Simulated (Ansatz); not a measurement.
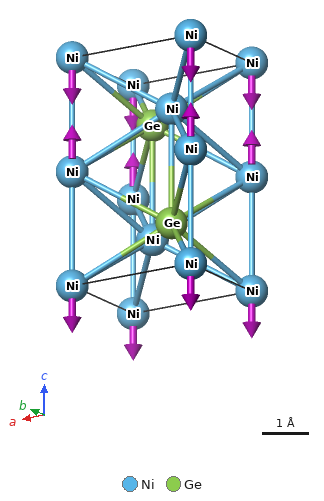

Phonons of crystalline Ni2Ge, space group P6₃/mmc (No. 194), at the zone centre. The optical levels lie at 98 (×3), 123, 124 (×2), 169, 181 (×2), 206, 265, 293 (×2), 297 (×2) cm⁻¹. One mode is drawn. The purple arrows give the relative displacements of the atoms. Style: ball-and-stick. Shown: the cell of the calculation, from a free direction.

All numbers below come from DFT r2SCAN, scalar-relativistic, plane waves, PAW (Ansatz). (plane-wave cutoff 500 eV; k-point mesh 12 × 12 × 10; occupations gaussian; smearing width 0.15 eV; no spin polarisation)

Q: Which of these frequencies is the drawn mode's?

A: The level at 265 cm⁻¹. This is the B₂u mode, optical level 7 of 9, counted from below, silent by symmetry (neither infrared- nor Raman-active). The Ni (2d) and Ge atoms stay at rest; all motion is along c; atoms of one kind move against one another, with no net shift of their sublattice.

Limits of the set-up: an element that often carries a moment was run without spin polarisation.
